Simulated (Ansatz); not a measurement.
System: Al₂Ru.

The calculation's input:

```
crystal:
  lattice:
    - [0.0, 3.9898374997, 4.3915250777]
    - [2.3524746913, 0.0, 4.3915250777]
    - [2.3524746913, 3.9898374997, 0.0]
  atoms:
    - { symbol: Al, position: [0.07906103, 0.42093897, 0.07906103] }
    - { symbol: Al, position: [0.42093897, 0.07906103, 0.42093897] }
    - { symbol: Al, position: [0.17093897, 0.82906103, 0.17093897] }
    - { symbol: Al, position: [0.82906103, 0.17093897, 0.82906103] }
    - { symbol: Ru, position: [0.75, 0.75, 0.75] }
    - { symbol: Ru, position: [0.5, 0.5, 0.5] }
basis:
  ecutwfc: 420
kpoints:
  mp_grid: { grid: [10, 10, 10] }
hamiltonian:
  xc: pbesol
scf:
  occupations: { method: gaussian, width: 0.01 }
output:
  forces: true
  stress: true
  eigenvalues: true
  populations: true
  write_density: true
  write_potential: true
  elf: true
  volumetric_format: npy
```

Launched as:

```sh
ansatz run input.yaml --threads 1 --pin off --max-ram 2560MiB --backend cpu --events-out ev --progress --plain --runs-dir out
```

Below, planes, directions and counts refer to the conventional cell (a = 4.70 Å, b = 7.98 Å, c = 8.78 Å, α = 90.00°, β = 90.00°, γ = 90.00°).

Space group Fddd; a structure from a database of computed crystals, not necessarily the ambient phase; computed without spin polarisation.

Theory: DFT PBEsol, scalar-relativistic, plane waves, PAW in Ansatz.

### What will maps of the valence pseudo-density and electron localisation function show?

Al–Ru (2.63 Å): the density is about 0.35 e/Å³ at the midpoint; the ELF is about 0.40 at the midpoint.
Al–Al (2.67 Å): ρ at the midpoint is about 0.23 e/Å³; the ELF reaches about 0.50 near the midpoint.
Al–Ru (2.72 Å): ρ is about 0.32 e/Å³ halfway; the ELF is about 0.40 at the midpoint.
Al–Al (2.73 Å): the density is about 0.2 e/Å³ at the midpoint; the ELF is about 0.50 at the midpoint.

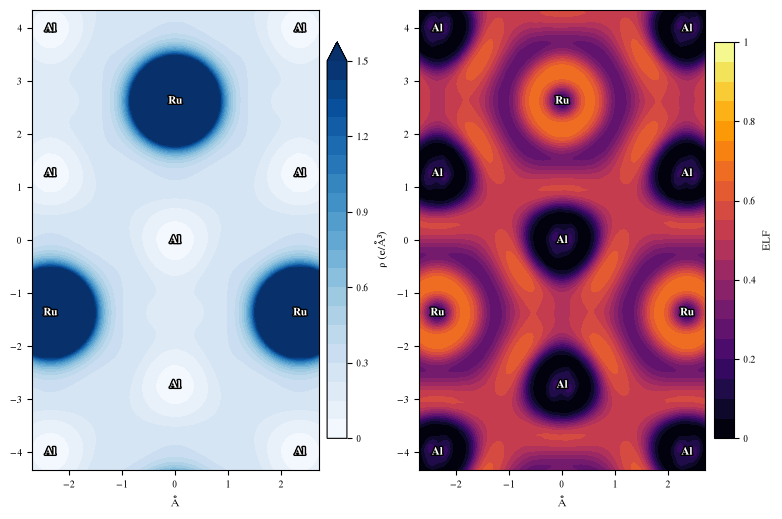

Computed valence pseudo-density and electron localisation function on the (001) plane of the conventional cell, in this order. 
